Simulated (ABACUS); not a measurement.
Band-structure run of GaSb (part 2 of 2)

Continued. System: GaSb (F-43m, 2 atoms in the cell). Method: Kohn-Sham DFT of a periodic cell, PBE, PseudoDojo NC SR 0.5 PBE stringent, no spin polarisation (ABACUS 3.10.1); cutoff 1551.05 eV, 7×7×7 k-mesh, fermi-dirac of 0.05 eV. The structure derives from an entry of the Crystallography Open Database.

Geometry of the input (Å; fractional positions):
```
0.0000  3.0590  3.0590
3.0590  0.0000  3.0590
3.0590  3.0590  0.0000
Sb 0.7500  0.7500  0.7500
Ga 0.0000  0.0000  0.0000
```

**Log, continued**
```
 LCAO ALGORITHM --------------- ION=   1  ELEC=   3--------------------------------

 Density error is 0.002666793676
----------------------------------------------------------
     Energy           Rydberg                 eV
----------------------------------------------------------
 E_KohnSham     -1002.5877056493     -13640.9055415776
 E_Harris       -1002.6200841657     -13641.3460738935
 E_Fermi        0.7063964086         9.6110162042
----------------------------------------------------------

 LCAO ALGORITHM --------------- ION=   1  ELEC=   4--------------------------------

 Density error is 0.000454153996241
----------------------------------------------------------
     Energy           Rydberg                 eV
----------------------------------------------------------
 E_KohnSham     -1002.5877650340     -13640.9063495474
 E_Harris       -1002.5628692824     -13640.5676254701
 E_Fermi        0.7086146610         9.6411970764
----------------------------------------------------------

 LCAO ALGORITHM --------------- ION=   1  ELEC=   5--------------------------------

 Density error is 0.000164476182111
----------------------------------------------------------
     Energy           Rydberg                 eV
----------------------------------------------------------
 E_KohnSham     -1002.5877689081     -13640.9064022572
 E_Harris       -1002.5774419705     -13640.7658970629
 E_Fermi        0.7088735928         9.6447200235
----------------------------------------------------------

 LCAO ALGORITHM --------------- ION=   1  ELEC=   6--------------------------------

 Density error is 2.23747881301e-05
----------------------------------------------------------
     Energy           Rydberg                 eV
----------------------------------------------------------
 E_KohnSham     -1002.5877693266     -13640.9064079517
 E_Harris       -1002.5861680058     -13640.8846208638
 E_Fermi        0.7090625660         9.6472911356
----------------------------------------------------------

 LCAO ALGORITHM --------------- ION=   1  ELEC=   7--------------------------------

 Density error is 2.93125175672e-06
----------------------------------------------------------
     Energy           Rydberg                 eV
----------------------------------------------------------
 E_KohnSham     -1002.5877693359     -13640.9064080785
 E_Harris       -1002.5876031714     -13640.9041472939
 E_Fermi        0.7090886043         9.6476454059
----------------------------------------------------------

 LCAO ALGORITHM --------------- ION=   1  ELEC=   8--------------------------------

 Density error is 4.34122821163e-07
----------------------------------------------------------
     Energy           Rydberg                 eV
----------------------------------------------------------
 E_KohnSham     -1002.5877693360     -13640.9064080797
 E_Harris       -1002.5877811166     -13640.9065683632
 E_Fermi        0.7090925226         9.6476987160
----------------------------------------------------------

 LCAO ALGORITHM --------------- ION=   1  ELEC=   9--------------------------------

 Density error is 9.42914490338e-08
----------------------------------------------------------
     Energy           Rydberg                 eV
----------------------------------------------------------
 E_KohnSham     -1002.5877693361     -13640.9064080807
 E_KS(sigma->0) -1002.5877446670     -13640.9060724404
 E_Harris       -1002.5877606771     -13640.9062902690
 E_band         -131.0125489629      -1782.5171753990
 E_one_elec     -841.3034323561      -11446.5204270001
 E_Hartree      411.4224777599       5597.6899828129
 E_xc           -121.0303719596      -1646.7026897100
 E_Ewald        -451.6763934421      -6145.3726029027
 E_entropy(-TS) -0.0000493382        -0.0006712808
 E_descf        0.0000000000         0.0000000000
 E_exx          0.0000000000         0.0000000000
 E_Fermi        0.7090924591         9.6476978526
----------------------------------------------------------

 charge density convergence is achieved
 final etot is -13640.906408 eV
 EFERMI = 9.6476978526 eV
The vacuum level is 11.907306524 eV

 STATE ENERGY(eV) AND OCCUPATIONS    NSPIN == 1
 1/20 kpoint (Cartesian) = 0.0000 0.0000 0.0000 (1956 pws)
       1       -134.479     0.00583090
       2       -134.435     0.00583090
       3       -87.4368     0.00583090
       4       -87.4368     0.00583090
       5       -87.4368     0.00583090
       6       -85.1373     0.00583090
       7       -85.1373     0.00583090
       8       -85.1373     0.00583090
       9       -19.2081     0.00583090
      10       -19.2081     0.00583090
      11       -19.2081     0.00583090
      12       -19.1873     0.00583090
      13       -19.1873     0.00583090
      14       -5.46335     0.00583090
      15       -5.46335     0.00583090
      16       -5.46335     0.00583090
      17       -5.41504     0.00583090
      18       -5.41504     0.00583090
      19       -1.89858     0.00583090
      20        9.58036     0.00462744
      21        9.58036     0.00462744
      22        9.58036     0.00462744
      23        9.62219     0.00364332
      24        12.3876    9.28076e-27
      25        12.3876    9.28076e-27
      26        12.3876    9.28076e-27
      27        15.5641    2.38056e-54
      28        18.3439    1.70437e-78
      29        18.3439    1.70437e-78
      30        19.3858    1.52001e-87
      31        19.3858    1.52001e-87
      32        19.3858    1.52001e-87
      33        23.0104        0.00000

 2/20 kpoint (Cartesian) = 0.023350 0.023350 0.023350 (1981 pws)
       1       -134.479      0.0466472
       2       -134.435      0.0466472
       3       -87.4368      0.0466472
       4       -87.4368      0.0466472
       5       -87.4368      0.0466472
       6       -85.1373      0.0466472
       7       -85.1373      0.0466472
       8       -85.1373      0.0466472
       9       -19.2080      0.0466472
      10       -19.2076      0.0466472
      11       -19.2076      0.0466472
      12       -19.1871      0.0466472
      13       -19.1871      0.0466472
      14       -5.46878      0.0466472
      15       -5.46099      0.0466472
      16       -5.46099      0.0466472
      17       -5.41532      0.0466472
      18       -5.41532      0.0466472
      19       -1.69091      0.0466472
      20        7.27375      0.0466472
      21        9.26820      0.0466237
      22        9.26820      0.0466237
      23        10.6337    1.27299e-10
      24        12.8195    1.31410e-29
      25        12.8195    1.31410e-29
      26        13.2562    2.11572e-33
      27        16.5840    2.63626e-62
      28        17.4392    9.83878e-70
      29        17.4392    9.83878e-70
      30        18.7611    3.24207e-81
      31        21.1375        0.00000
      32        21.1375        0.00000
      33        24.7060        0.00000

 3/20 kpoint (Cartesian) = 0.046701 0.046701 0.046701 (1981 pws)
       1       -134.479      0.0466472
       2       -134.435      0.0466472
       3       -87.4368      0.0466472
       4       -87.4368      0.0466472
       5       -87.4368      0.0466472
       6       -85.1374      0.0466472
       7       -85.1373      0.0466472
       8       -85.1373      0.0466472
       9       -19.2078      0.0466472
      10       -19.2064      0.0466472
      11       -19.2064      0.0466472
      12       -19.1868      0.0466472
      13       -19.1868      0.0466472
      14       -5.48070      0.0466472
      15       -5.45611      0.0466472
      16       -5.45611      0.0466472
      17       -5.41551      0.0466472
      18       -5.41551      0.0466472
      19       -1.11220      0.0466472
      20        5.03955      0.0466472
      21        8.77075      0.0466472
      22        8.77075      0.0466472
      23        10.3064    8.86072e-08
      24        13.3334    4.51751e-34
      25        13.3334    4.51751e-34
      26        15.4091    4.22618e-52
      27        16.9016    4.59758e-65
      28        17.5049    2.64057e-70
      29        17.5049    2.64057e-70
      30        20.1510        0.00000
      31        23.8856        0.00000
      32        23.8856        0.00000
      33        25.3898        0.00000

 4/20 kpoint (Cartesian) = 0.070051 0.070051 0.070051 (1968 pws)
       1       -134.479      0.0466472
       2       -134.435      0.0466472
       3       -87.4368      0.0466472
       4       -87.4368      0.0466472
       5       -87.4368      0.0466472
       6       -85.1375      0.0466472
       7       -85.1373      0.0466472
       8       -85.1373      0.0466472
       9       -19.2076      0.0466472
      10       -19.2055      0.0466472
      11       -19.2055      0.0466472
      12       -19.1864      0.0466472
      13       -19.1864      0.0466472
      14       -5.49003      0.0466472
      15       -5.45277      0.0466472
      16       -5.45277      0.0466472
      17       -5.41511      0.0466472
      18       -5.41511      0.0466472
      19      -0.417577      0.0466472
      20        3.47390      0.0466472
      21        8.47097      0.0466472
      22        8.47097      0.0466472
      23        10.0327    2.11063e-05
      24        13.3730    2.04715e-34
      25        13.3730    2.04715e-34
      26        16.3058    6.88002e-60
      27        18.0936    2.03371e-75
      28        19.0596    8.28677e-84
      29        19.0596    8.28677e-84
      30        20.7918        0.00000
      31        21.9034        0.00000
      32        21.9034        0.00000
      33        25.2988        0.00000

 5/20 kpoint (Cartesian) = 0.0000 0.0000 0.046701 (1974 pws)
       1       -134.479      0.0349854
       2       -134.435      0.0349854
       3       -87.4368      0.0349854
       4       -87.4368      0.0349854
       5       -87.4368      0.0349854
       6       -85.1373      0.0349854
       7       -85.1373      0.0349854
       8       -85.1373      0.0349854
       9       -19.2087      0.0349854
      10       -19.2070      0.0349854
      11       -19.2070      0.0349854
      12       -19.1875      0.0349854
      13       -19.1867      0.0349854
      14       -5.47302      0.0349854
      15       -5.45871      0.0349854
      16       -5.45871      0.0349854
      17       -5.41679      0.0349854
      18       -5.41441      0.0349854
      19       -1.62054      0.0349854
      20        7.22380      0.0349854
      21        8.76101      0.0349854
      22        8.76101      0.0349854
      23        11.3257    9.30915e-17
      24        12.1458    7.01544e-24
      25        13.5769    2.60344e-36
      26        13.5769    2.60344e-36
      27        16.2494    1.59282e-59
      28        16.9343    1.79063e-65
      29        18.6289    3.42011e-80
      30        20.0056        0.00000
      31        20.0056        0.00000
      32        20.9289        0.00000
      33        25.6232        0.00000

 6/20 kpoint (Cartesian) = 0.023350 0.070051 0.023350 (1975 pws)
       1       -134.479       0.139942
       2       -134.435       0.139942
       3       -87.4368       0.139942
       4       -87.4368       0.139942
       5       -87.4368       0.139942
       6       -85.1374       0.139942
       7       -85.1373       0.139942
       8       -85.1373       0.139942
       9       -19.2087       0.139942
      10       -19.2060       0.139942
      11       -19.2058       0.139942
      12       -19.1876       0.139942
      13       -19.1861       0.139942
      14       -5.48291       0.139942
      15       -5.45448       0.139942
      16       -5.45362       0.139942
      17       -5.41828       0.139942
      18       -5.41410       0.139942
      19       -1.15830       0.139942
      20        5.53076       0.139942
      21        8.10730       0.139942
      22        8.25291       0.139942
      23        11.4307    4.55900e-17
      24        12.4777    3.66942e-26
      25        14.3341    2.75458e-42
      26        14.3637    1.52346e-42
      27        16.6990    7.93001e-63
      28        18.1658    1.43955e-75
      29        18.5824    3.46578e-79
      30        20.0169        0.00000
      31        22.0435        0.00000
      32        23.3797        0.00000
      33        25.2197        0.00000

[... levels at 14 further k points ...]

 correction force for each atom along direction 1 is -0.00520834
 correction force for each atom along direction 2 is -0.00595898
 correction force for each atom along direction 3 is -0.00595535
------------------------------------------------------------------------------------------
 TOTAL-FORCE (eV/Angstrom)
------------------------------------------------------------------------------------------
                       Sb1         0.0000000000         0.0000000000         0.0000000000
                       Ga1         0.0000000000         0.0000000000         0.0000000000
------------------------------------------------------------------------------------------

----------------------------------------------------------------
 TOTAL-STRESS (KBAR)
----------------------------------------------------------------
        26.5712057963        -0.0000000000        -0.0000000000
        -0.0000000000        26.5712057963         0.0000000000
        -0.0000000000        -0.0000000000        26.5712057963
----------------------------------------------------------------
 TOTAL-PRESSURE: 26.571206 KBAR

 --------------------------------------------
 !FINAL_ETOT_IS -13640.9064080807456776 eV
 --------------------------------------------
```

**Standard output**
```
ABACUS v3.10.1

               Atomic-orbital Based Ab-initio Computation at UStc
,Local thread limit: 192

%%%%%%%%%%%%%%%%%%%%%%%%%%%%%%%%%%%%%%%%%%%%%%%%%%%%%%%%%%%%%%%%%%%%%%%%%%%%%%%%%%%%%%%%%%%%%%%%%%%%%%%%%
 Warning: the number of valence electrons in pseudopotential > 5 for Sb: [Kr] 4d10 5s2 5p3
 Warning: the number of valence electrons in pseudopotential > 3 for Ga: [Ar] 3d10 4s2 4p1
 Pseudopotentials with additional electrons can yield (more) accurate outcomes, but may be less efficient.
 If you're confident that your chosen pseudopotential is appropriate, you can safely ignore this warning.
%%%%%%%%%%%%%%%%%%%%%%%%%%%%%%%%%%%%%%%%%%%%%%%%%%%%%%%%%%%%%%%%%%%%%%%%%%%%%%%%%%%%%%%%%%%%%%%%%%%%%%%%%

 UNIFORM GRID DIM        : 60 * 60 * 60
 UNIFORM GRID DIM(BIG)   : 20 * 20 * 20
 ---------------------------------------------------------
 Self-consistent calculations for electrons
 ---------------------------------------------------------
 SPIN    KPOINTS         PROCESSORS  THREADS     NBASE
 1       20              4           4           76
 ---------------------------------------------------------
 Use Systematically Improvable Atomic bases
 ---------------------------------------------------------
 ELEMENT ORBITALS        NBASE       NATOM       XC
 Sb      4s4p3d1f-8au    38          1
 Ga      4s4p3d1f-8au    38          1
 ---------------------------------------------------------
 Initial plane wave basis and FFT box
 ---------------------------------------------------------
 -------------------------------------------
 SELF-CONSISTENT :
 -------------------------------------------
 START CHARGE      : atomic
 ITER       ETOT/eV          EDIFF/eV         DRHO     TIME/s
 GE1     -1.36408767e+04   0.00000000e+00   2.1547e-02   1.35
 GE2     -1.36409006e+04  -2.39518274e-02   8.1653e-03   1.22
 GE3     -1.36409055e+04  -4.92371475e-03   2.6668e-03   1.18
 GE4     -1.36409063e+04  -8.07969894e-04   4.5415e-04   1.09
 GE5     -1.36409064e+04  -5.27097341e-05   1.6448e-04   1.12
 GE6     -1.36409064e+04  -5.69453693e-06   2.2375e-05   1.09
 GE7     -1.36409064e+04  -1.26765528e-07   2.9313e-06   1.10
 GE8     -1.36409064e+04  -1.20804204e-09   4.3412e-07   1.11
 GE9     -1.36409064e+04  -1.05181637e-09   9.4291e-08   1.28
----------------------------------------------------------------
 TOTAL-STRESS (KBAR)
----------------------------------------------------------------
        26.5712057963        -0.0000000000        -0.0000000000
        -0.0000000000        26.5712057963         0.0000000000
        -0.0000000000        -0.0000000000        26.5712057963
----------------------------------------------------------------
 TOTAL-PRESSURE: 26.571206 KBAR
```

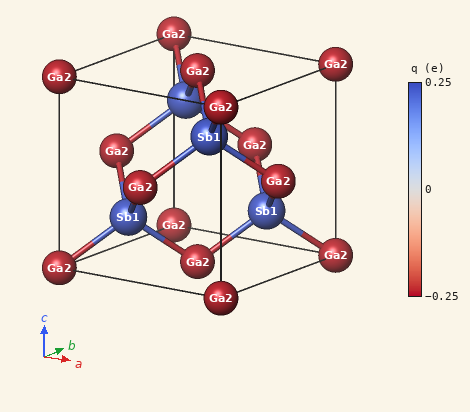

**Figure 1.** Mulliken charges, as the colour of each atom (ball-and-stick view of the cell 4 times as large as that of the calculation, set on its symmetry axes, seen at an oblique angle; atoms are numbered from 1 in the order of the input). By element: Sb +0.24 and Ga −0.24 e.

**Key numbers**

- outcome: converged
- space group (tolerance 0.01 Å): F-43m (216)
- electrons treated: 44
- free energy: −13640.9064 eV
- Fermi energy of the self-consistent step: 9.648 eV
- gap on the k-point mesh: none (metallic)
- pressure: 2.66 GPa
- largest force (length of the vector): under 0.001 eV/Å
- hardware: 4 threads of Intel Xeon (Granite Rapids), 16 GiB of memory available, shared host
- wall time: 15 s (CPU time 58 s)
- peak memory: 0.64 GiB

**Notes**

Points of doubt noted for this run: home made orbitals.
